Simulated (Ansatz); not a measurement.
## Field-gradient calculation, with input and output: MnO (part 2 of 2)

Continued. System: MnO (4 atoms in the cell). Method: DFT, PBEsol, PAW with Ansatz's default frozen-core files, scalar-relativistic, spin-polarised (Ansatz 0.2.0); cutoff 420 eV, 14×14×8 k-mesh, Fermi–Dirac smearing of 0.05 eV, collinear spins. The structure derives from an entry of the Crystallography Open Database. It belongs to a series of runs on one base structure; here: equal xy, yz and zx shear strains of -3 %, PAW files.

Geometry of the input (Å; fractional positions):
```
3.3717  -0.0506  -0.0506
-1.7297  2.9453  -0.0185
-0.0808  -0.0808  5.3855
Mn 0.3333  0.6667  0.0110
Mn 0.6667  0.3333  0.5110
O  0.3333  0.6667  0.3755
O  0.6667  0.3333  0.8755
```

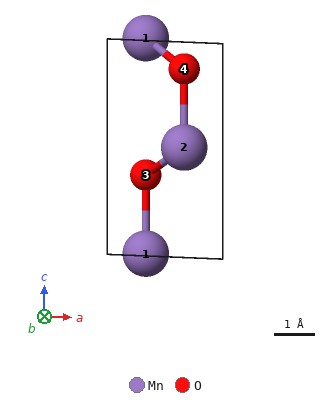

*The structure as given in the input (ball-and-stick view of the cell of the calculation, along the b axis; atoms are numbered from 1 in the order of the input). An atom can appear more than once, as a periodic image.*

### Log, continued
```
SCF iter   1: F=—  HF=-8859.095116 eV  |F-HF|=—  |Δ(HF+E_count)|=         —  Δρ=1.34e-1 (↑1.34e-1 ↓5.45e-2)  dr2=9.80e0  dr2_m=2.42e0  M=9.725 μB ∫|m|=9.725 μB  β_m=0.30  ethr=3.10e-3  ⟨swp⟩=5.0  Hψ=160703  notcnv=0
Mixer restart at iter 1: flushing history
preconditioner: auto → Kerker (q_TF=auto, 2.625 Å⁻¹)  [metal: Δε(μ)=0.002 eV  Ē_g=9.597 eV  σ=0.050 eV  W_gap=0.01  n_scr=22 (ndim 8)  ℏωp=26.0 eV  f_vac=0.000  D(μ)=2.21/eV (n_scr^D=22)]
spin=Collinear: Kerker preconditioning applied to the charge; magnetization (m = ρ↑ − ρ↓) channel mixes plain (no charge-response kernel on spin).
SCF iter   2: F=—  HF=-8858.550576 eV  |F-HF|=—  |Δ(HF+E_count)|=   5.45e-1  Δρ=7.79e-2 (↑7.79e-2 ↓3.22e-2)  dr2=2.46e0  dr2_m=1.18e0  M=9.946 μB ∫|m|=9.946 μB  β_m=0.46  ethr=3.10e-3  ⟨swp⟩=3.2  Hψ=110262  notcnv=0  defer=2497
SCF iter   3: F=—  HF=-8858.492388 eV  |F-HF|=—  |Δ(HF+E_count)|=   5.82e-2  Δρ=1.74e-2 (↑1.74e-2 ↓1.35e-2)  dr2=3.70e-1  dr2_m=5.24e-2  M=9.962 μB ∫|m|=9.962 μB  β_m=0.55  ethr=3.10e-3  ⟨swp⟩=2.9  Hψ=87990  notcnv=0  defer=2489
SCF iter   4: F=—  HF=-8858.449661 eV  |F-HF|=—  |Δ(HF+E_count)|=   4.27e-2  Δρ=6.38e-3 (↑6.38e-3 ↓5.86e-3)  dr2=7.45e-2  dr2_m=3.19e-3  M=9.979 μB ∫|m|=9.979 μB  β_m=0.77  ethr=8.80e-4  ⟨swp⟩=2.1  Hψ=67392  notcnv=0  defer=2487
SCF iter   5: F=—  HF=-8858.454472 eV  |F-HF|=—  |Δ(HF+E_count)|=         —  Δρ=4.38e-3 (↑4.38e-3 ↓2.12e-3)  dr2=1.22e-2  dr2_m=1.39e-3  M=9.982 μB ∫|m|=9.982 μB  β_m=0.77  ethr=1.77e-4  ⟨swp⟩=2.0  Hψ=77359  notcnv=0  defer=2487
Mixer restart at iter 5: flushing history
SCF iter   6: F=—  HF=-8858.456775 eV  |F-HF|=—  |Δ(HF+E_count)|=   2.30e-3  Δρ=1.69e-3 (↑1.69e-3 ↓9.40e-4)  dr2=2.94e-3  dr2_m=2.43e-4  M=9.987 μB ∫|m|=9.987 μB  β_m=0.73  ethr=2.90e-5  ⟨swp⟩=2.0  Hψ=89045  notcnv=0  defer=2487
SCF iter   7: F=—  HF=-8858.456997 eV  |F-HF|=—  |Δ(HF+E_count)|=   2.22e-4  Δρ=8.50e-4 (↑8.50e-4 ↓6.42e-4)  dr2=1.00e-3  dr2_m=4.20e-5  M=9.985 μB ∫|m|=9.985 μB  β_m=0.86  ethr=7.01e-6  ⟨swp⟩=2.3  Hψ=86539  notcnv=0  defer=2487
SCF iter   8: F=—  HF=-8858.457652 eV  |F-HF|=—  |Δ(HF+E_count)|=   6.55e-4  Δρ=2.68e-4 (↑2.54e-4 ↓2.68e-4)  dr2=1.96e-4  dr2_m=2.57e-6  M=9.986 μB ∫|m|=9.986 μB  β_m=0.93  ethr=2.39e-6  ⟨swp⟩=1.9  Hψ=59449  notcnv=0  defer=2487
SCF iter   9: F=—  HF=-8858.457801 eV  |F-HF|=—  |Δ(HF+E_count)|=   1.49e-4  Δρ=1.53e-4 (↑1.53e-4 ↓8.50e-5)  dr2=1.82e-5  dr2_m=1.34e-6  M=9.986 μB ∫|m|=9.986 μB  β_m=0.97  ethr=4.66e-7  ⟨swp⟩=2.0  Hψ=62104  notcnv=0  defer=2485
SCF iter  10: F=—  HF=-8858.457760 eV  |F-HF|=—  |Δ(HF+E_count)|=   4.13e-5  Δρ=1.95e-5 (↑1.74e-5 ↓1.95e-5)  dr2=7.82e-7  dr2_m=2.37e-8  M=9.986 μB ∫|m|=9.986 μB  β_m=0.98  ethr=4.33e-8  ⟨swp⟩=2.6  Hψ=75794  notcnv=0  defer=2483
SCF iter  11: F=—  HF=-8874.998338 eV  |F-HF|=—  |Δ(HF+E_count)|=         —  Δρ=4.54e-1 (↑4.54e-1 ↓4.31e-1)  dr2=2.34e-1  dr2_m=9.49e1  M=0.076 μB ∫|m|=8.842 μB  β_m=1.00  ethr=1.86e-9  ⟨swp⟩=2.0  Hψ=77533  notcnv=0  defer=2483
Mixer restart at iter 11: flushing history
SCF iter  12: F=—  HF=-8859.394515 eV  |F-HF|=—  |Δ(HF+E_count)|=    1.56e1  Δρ=5.01e-2 (↑6.71e-3 ↓5.01e-2)  dr2=9.18e-1  dr2_m=3.16e-1  M=-0.004 μB ∫|m|=9.098 μB  β_m=0.98  ethr=1.19e-4  ⟨swp⟩=4.0  Hψ=128203  notcnv=0  defer=2485
SCF iter  13: F=—  HF=-8859.400146 eV  |F-HF|=—  |Δ(HF+E_count)|=   5.63e-3  Δρ=4.53e-2 (↑1.26e-2 ↓4.53e-2)  dr2=1.06e0  dr2_m=1.53e-1  M=0.046 μB ∫|m|=8.989 μB  β_m=0.74  ethr=1.19e-4  ⟨swp⟩=3.8  Hψ=124995  notcnv=0  defer=4239
SCF iter  14: F=—  HF=-8859.003842 eV  |F-HF|=—  |Δ(HF+E_count)|=   3.96e-1  Δρ=4.24e-3 (↑3.37e-3 ↓4.24e-3)  dr2=1.95e-3  dr2_m=6.48e-3  M=-0.003 μB ∫|m|=9.092 μB  β_m=0.87  ethr=1.19e-4  ⟨swp⟩=3.6  Hψ=112513  notcnv=0  defer=4212
SCF iter  15: F=—  HF=-8859.006056 eV  |F-HF|=—  |Δ(HF+E_count)|=   2.21e-3  Δρ=2.52e-3 (↑2.52e-3 ↓1.13e-3)  dr2=5.23e-3  dr2_m=5.85e-4  M=0.002 μB ∫|m|=9.107 μB  β_m=0.72  ethr=4.63e-6  ⟨swp⟩=2.0  Hψ=95859  notcnv=0  defer=4218
SCF iter  16: F=—  HF=-8859.004695 eV  |F-HF|=—  |Δ(HF+E_count)|=   1.36e-3  Δρ=1.11e-3 (↑3.88e-4 ↓1.11e-3)  dr2=8.48e-4  dr2_m=1.99e-4  M=-0.001 μB ∫|m|=9.105 μB  β_m=0.80  ethr=4.63e-6  ⟨swp⟩=2.0  Hψ=88827  notcnv=0  defer=4217
SCF iter  17: F=—  HF=-8859.004535 eV  |F-HF|=—  |Δ(HF+E_count)|=   1.60e-4  Δρ=4.45e-4 (↑2.80e-4 ↓4.45e-4)  dr2=6.11e-5  dr2_m=5.73e-5  M=-0.002 μB ∫|m|=9.105 μB  β_m=0.82  ethr=2.02e-6  ⟨swp⟩=2.3  Hψ=64753  notcnv=0  defer=4217
SCF iter  18: F=—  HF=-8859.004534 eV  |F-HF|=—  |Δ(HF+E_count)|=   1.28e-6  Δρ=1.96e-4 (↑8.11e-5 ↓1.96e-4)  dr2=2.91e-5  dr2_m=2.78e-6  M=-0.002 μB ∫|m|=9.105 μB  β_m=0.91  ethr=1.45e-7  ⟨swp⟩=1.5  Hψ=55860  notcnv=0  defer=4217
SCF iter  19: F=—  HF=-8859.004537 eV  |F-HF|=—  |Δ(HF+E_count)|=   3.10e-6  Δρ=7.85e-5 (↑3.06e-5 ↓7.85e-5)  dr2=5.49e-6  dr2_m=7.67e-7  M=-0.002 μB ∫|m|=9.105 μB  β_m=0.95  ethr=6.93e-8  ⟨swp⟩=2.0  Hψ=74852  notcnv=0  defer=4217
SCF iter  20: F=—  HF=-8859.004537 eV  |F-HF|=—  |Δ(HF+E_count)|=   1.62e-7  Δρ=2.29e-5 (↑1.38e-5 ↓2.29e-5)  dr2=8.37e-7  dr2_m=3.78e-8  M=-0.002 μB ∫|m|=9.105 μB  β_m=0.96  ethr=1.31e-8  ⟨swp⟩=1.8  Hψ=57001  notcnv=0  defer=4217
SCF iter  21: F=—  HF=-8859.004537 eV  |F-HF|=—  |Δ(HF+E_count)|=   6.30e-8  Δρ=4.66e-6 (↑3.88e-6 ↓4.66e-6)  dr2=4.92e-8  dr2_m=1.29e-9  M=-0.002 μB ∫|m|=9.105 μB  β_m=0.98  ethr=1.99e-9  ⟨swp⟩=2.1  Hψ=60262  notcnv=0  defer=4217
SCF iter  22: F=-8859.004537 eV  HF=-8859.004537 eV  |F-HF|=4.59e-9  |Δ(HF+E_count)|=   4.76e-9  Δρ=2.21e-6 (↑2.21e-6 ↓1.58e-6)  dr2=8.81e-9  dr2_m=2.00e-10  M=-0.002 μB ∫|m|=9.105 μB  ethr=1.17e-10  ⟨swp⟩=10.5  Hψ=299934  notcnv=0
SCF 1 converged in 22 iterations: F = -8859.004537 eV  dr2 = 8.81e-9
  greatest PAW one-centre occupation: 1.004 electrons in one spin orbital (limit 2), on the Mn atom at site 1 (counted from 0), in its partial waves of l = 1
WARN: the starting moments were not kept: 1 of 2 ended reversed and 1 kept their direction, counting a site from 0.1 μB. The largest reversed, site 1 (counted from 0, in the order of the report's site_moments_mub), started with +4.0 μB and closes at -3.7e0 μB in its sphere. The net magnetisation is 2.1e-3 μB in size, at most 0.1 of the 8 μB that the starting moments add up to as vectors. The SCF closed on another magnetic arrangement than the starting moments describe; that does not show which of the two is lower. To try another start: change the starting moments (crystal.atoms[].spin, magnetization.per_species, magnetization.initial_magnetization, or on a non-collinear deck that types none of these the spinor_matrix: blocks that start its atoms; where the total moment is fixed, keep their sum and leave initial_magnetization as it is; typed ones take the place of any that the run laid by itself, positive ones on a crystal's lanthanoids without a Hubbard term where scf.initial_density.shell_occupations: [] is typed); see also scf.mixing.spin_hold.
SCF converged after 22 iterations
Magnetization: -0.0021 μB (20.9989 up, 21.0011 down)
Absolute magnetization: 9.1051 μB (∫|ρ↑−ρ↓|, with the PAW one-centre terms)
Spin contamination: 4.6280 ħ² per cell (⟨S²⟩ above its minimum at these occupations)
Per-site moments (μB) at R_I (Å): [(3.6745411797739513, 0.8099479763748154), (-3.6771363974787117, 0.8099479763748151), (-0.07993732426331483, 0.8099479763748154), (0.08038053206941508, 0.8099479763748151)]
Free energy (F): -8859.004537 eV
Harris-Foulkes:  -8859.004537 eV  (|F-HF|=4.59e-9)
Internal energy: -8859.002246 eV  (E = F + TS)
E sigma→0 (E₀):  -8859.003391 eV
Entropy (-TS):   -0.002290 eV (-0.573 meV/atom)
Fermi energy:    10.034324 eV
--- Per-component energies (eV) ---
  E_band       = -617.706850
  E_kinetic    = 945.592390
  E_local      = -5213.476578  (includes V_loc(G=0)·N_el)
  E_nonlocal   = 604.109928
  E_hartree    = 2099.112266
  E_xc         = -364.377184
  E_vxc        = -467.795663  (∫ρ·V_xc dr)
  E_paw        = -2857.558376  (= ΣΔE_a)
  E_vpaw       = -684.370999  (= ΣTr[D̂ρ^β])
  E_aug_tail   = 0.004803  (compensation charges beyond the density's cutoff)
  E_ewald      = -4072.819372
  E_core_change = 0.409876  (= ΣΔE_core)
  E_smearing   = -0.002290  (= −TS)
  E_closure    = 0.000000  (closes the sum)
  Σ components = -8859.004537   (vs F -8859.004537, Δ=0.00e0)
--- Forces (eV/Å), atoms counted from 1 ---
  atom   1  Mn     0.18194068     0.08226434    -0.01524680
  atom   2  Mn    -0.02442192     0.07353310    -0.02916804
  atom   3  O      0.05728137    -0.07235122     0.02816487
  atom   4  O     -0.21479582    -0.08344611     0.01623563
  max |Σ_I F_I| component: 1.43e-5 eV/Å
--- Stress (GPa, compression-positive) ---
       -5.614342       1.456201       0.741684
        1.456201      -5.640255       0.737948
        0.741684       0.737948      -6.178796
  P = ⅓ Tr σ = -5.8111 GPa (-58.111 kbar)
--- PAW observables at the nuclei: V_zz in 10²¹ V/m², potentials from the cell's mean, atoms counted from 1 ---
  atom   1  Mn V_zz =    -2.355042   η = 0.7688   by run symmetry: allowed
            electrostatic potential = -3028.895899 V   contact ρ = 87578.465266 e/Å³   contact ρ_s (e/Å³): all electrons -3.650666, valence +5.460889
  atom   2  Mn V_zz =    -2.339998   η = 0.4651   by run symmetry: allowed
            electrostatic potential = -3028.898787 V   contact ρ = 87578.404757 e/Å³   contact ρ_s (e/Å³): all electrons +3.664167, valence -5.453612
  atom   3  O  V_zz =    -0.444589   η = 0.4751   by run symmetry: allowed
            electrostatic potential = -622.756357 V   contact ρ = 2143.504000 e/Å³   contact ρ_s (e/Å³): all electrons -0.968905, valence -1.089925
  atom   4  O  V_zz =    -0.320376   η = 0.3714   by run symmetry: allowed
            electrostatic potential = -622.751607 V   contact ρ = 2143.506485 e/Å³   contact ρ_s (e/Å³): all electrons +0.973398, valence +1.094977
--- Band table (eV; the first three rows and the last of 1576) ---
  k-point 0 ↑: bands = ["-70.8523", "-66.2751", "-39.7538", "-39.7402", "-39.7116", "-35.2724", "-35.2349", "-35.2212", "-9.2777", "-8.7209", "3.6852", "4.5309", "4.5760", "4.6809", "5.3842", "5.4945", "7.9040", "7.9401", "9.0878", "9.6152", "9.7933", "9.9212", "12.0153", "12.0856", "12.9786", "13.4213", "13.4905", "14.9263", "16.9375", "22.1998"]
  k-point 1 ↑: bands = ["-70.8523", "-66.2751", "-39.7538", "-39.7402", "-39.7116", "-35.2725", "-35.2349", "-35.2212", "-9.2588", "-8.7392", "3.6836", "4.5299", "4.5683", "4.6135", "5.3750", "5.4849", "7.9189", "7.9520", "9.1005", "9.7958", "9.8227", "9.9489", "12.0152", "12.0841", "12.9590", "13.4035", "13.4738", "14.6403", "17.2486", "22.1753"]
  k-point 2 ↑: bands = ["-70.8523", "-66.2751", "-39.7538", "-39.7402", "-39.7115", "-35.2726", "-35.2349", "-35.2212", "-9.2064", "-8.7900", "3.6917", "4.4068", "4.5341", "4.5838", "5.3530", "5.4621", "7.9548", "7.9806", "9.1800", "9.8254", "9.9559", "10.3634", "12.0157", "12.0809", "12.8464", "13.3593", "13.4320", "14.1102", "17.9154", "21.7639"]
  k-point 787 ↓: bands = ["-70.8476", "-66.2797", "-39.7673", "-39.7474", "-39.7054", "-35.2732", "-35.2653", "-35.2421", "-8.7911", "-8.6362", "3.4214", "3.6980", "4.8190", "4.8992", "5.2155", "5.5159", "8.0600", "8.1088", "8.2851", "9.2068", "9.3285", "11.5912", "11.9170", "12.2853", "12.6863", "12.9579", "14.8235", "15.6302", "16.8404", "17.6453"]
```

### File rho_z.tsv
```
# z_ang	rho[e/angstrom^3]	rho_spin[e/angstrom^3]
# format = ansatz-planar-average/11
# lattice	3.371700929	-0.050575514	-0.050575514
# lattice	-1.729650145	2.945266416	-0.018511923
# lattice	-0.080782500	-0.080782500	5.385500000
# sites	4
# site	25	-0.030085163	1.945767063	0.029825293
# site	25	1.629973945	0.906761836	2.711887430
# site	8	-0.059531192	1.916321034	1.992893898
# site	8	1.600527916	0.877315807	4.674956035
0.000000	1.847294e0	5.199560e-1
0.134668	1.767069e0	5.161703e-1
0.269336	1.424649e0	4.282000e-1
0.404003	9.691906e-1	3.037913e-1
0.538671	5.720787e-1	1.910940e-1
0.673339	3.161985e-1	1.112120e-1
0.808007	1.891913e-1	6.129924e-2
0.942675	1.423865e-1	3.097669e-2
1.077342	1.383666e-1	1.200578e-2
1.212010	1.625485e-1	-5.769803e-4
1.346678	2.151583e-1	-9.717285e-3
1.481346	3.059206e-1	-1.746788e-2
1.616013	4.417689e-1	-2.557057e-2
1.750681	6.021897e-1	-3.504253e-2
1.885349	7.486863e-1	-4.750473e-2
2.020017	8.640292e-1	-6.935935e-2
2.154685	9.723317e-1	-1.121255e-1
2.289352	1.129628e0	-1.888273e-1
2.424020	1.377042e0	-3.044596e-1
2.558688	1.667454e0	-4.341104e-1
2.693356	1.847401e0	-5.203548e-1
2.828024	1.767169e0	-5.165732e-1
2.962691	1.424712e0	-4.284710e-1
3.097359	9.692338e-1	-3.039262e-1
3.232027	5.721219e-1	-1.911594e-1
3.366695	3.162397e-1	-1.112507e-1
3.501363	1.892212e-1	-6.132357e-2
3.636030	1.424013e-1	-3.099033e-2
3.770698	1.383675e-1	-1.200980e-2
3.905366	1.625382e-1	5.838263e-4
4.040034	2.151398e-1	9.737942e-3
4.174701	3.058983e-1	1.750654e-2
4.309369	4.417477e-1	2.562846e-2
4.444037	6.021674e-1	3.510137e-2
4.578705	7.486591e-1	4.752691e-2
4.713373	8.640141e-1	6.933603e-2
4.848040	9.723501e-1	1.120903e-1
4.982708	1.129665e0	1.887886e-1
5.117376	1.377050e0	3.043562e-1
5.252044	1.667396e0	4.338567e-1
```

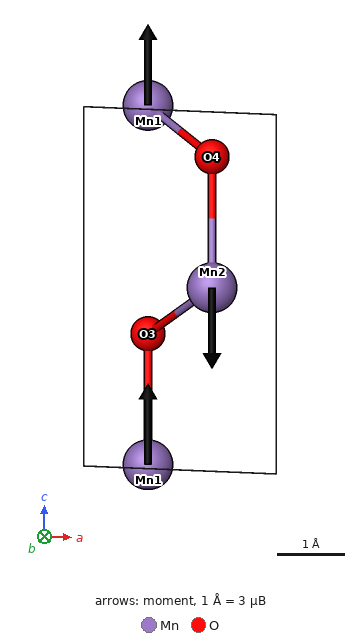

*Magnetic moments of the sites as black arrows (ball-and-stick view of the cell of the calculation, along the b axis; atoms are numbered from 1 in the order of the input); small moments hardly show. The run is collinear, so the axis drawn is arbitrary.*

Site moments: Mn2 (−3.68 μB); Mn1 (3.67 μB); O4 (0.08 μB); O3 (−0.08 μB). They are counted near the atoms and needn't add up to the moment of the cell.

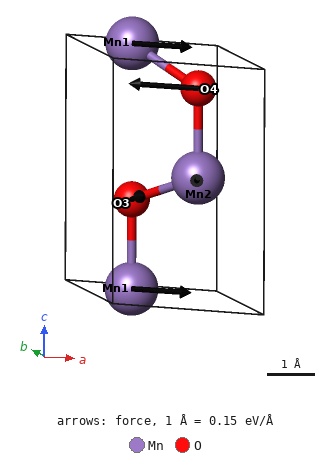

*Forces on the atoms as black arrows (ball-and-stick view of the cell of the calculation, seen slightly off an axis; atoms are numbered from 1 in the order of the input).*

The largest act on O4 (0.23 eV/Å); Mn1 (0.20 eV/Å); O3 (0.10 eV/Å); Mn2 (0.08 eV/Å). The geometry is not a stationary point of this energy.

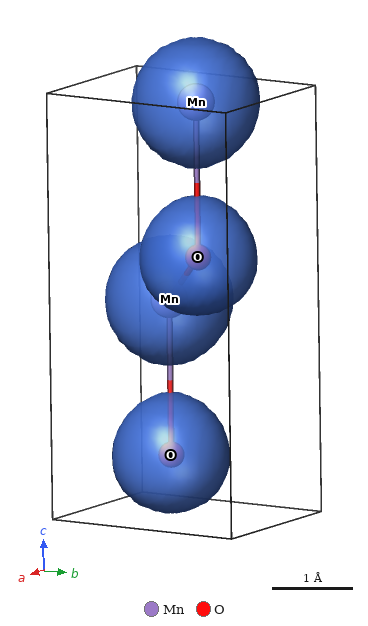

*Isosurface of the valence electron density at 1 e/Å³ (blue), seen slightly off an axis. Sticks mark near contacts. The outline is the cell set on symmetry axes of the magnetic structure.*

At this value the density breaks into separate islands; it holds about 75 % of the electrons treated as valence (semicore included). It is pinched off along the Mn–O (1.96 Å), Mn–O (2.03 Å) and Mn–O (2.08 Å) contacts. On the grid the lowest density along these lines, outside the cores, is 0.68 e/Å³ (Mn–O, 1.96 Å), 0.57 e/Å³ (Mn–O, 2.03 Å) and 0.5 e/Å³ (Mn–O, 2.08 Å). The fields are those of the smooth PAW valence density.

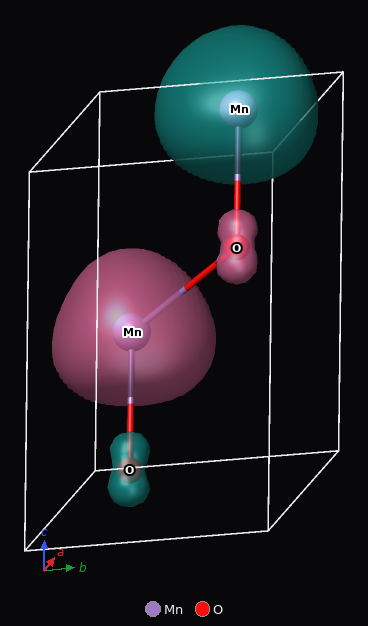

*Isosurfaces of the spin density (up minus down) at +0.1 (teal) and −0.1 e/Å³ (pink), seen at an oblique angle. Sticks mark near contacts. The outline is the cell set on symmetry axes of the magnetic structure.*

The cell of the calculation (4 atoms) carries 0.0 μB net.

### Summary

- outcome: converged
- space group (tolerance 0.01 Å): P1 (1)
- electrons treated: 42
- free energy: −8859.0045 eV
- Fermi energy: 10.034 eV
- net moment of the cell: 0.00 μB
- integrated absolute moment: 9.11 μB
- pressure: −5.81 GPa
- field gradient V_zz (10²¹ V/m²): Mn −2.36, Mn −2.34, O −0.44, O −0.32
- largest force (length of the vector): 0.231 eV/Å
- wall time: 10 min
- peak memory: 2.8 GiB

### Notes

Warnings of the run: some starting moments were not kept; the state was not tested for a lower one. The cell is under a tension of 5.8 GPa at this level, so it is not at its equilibrium volume.
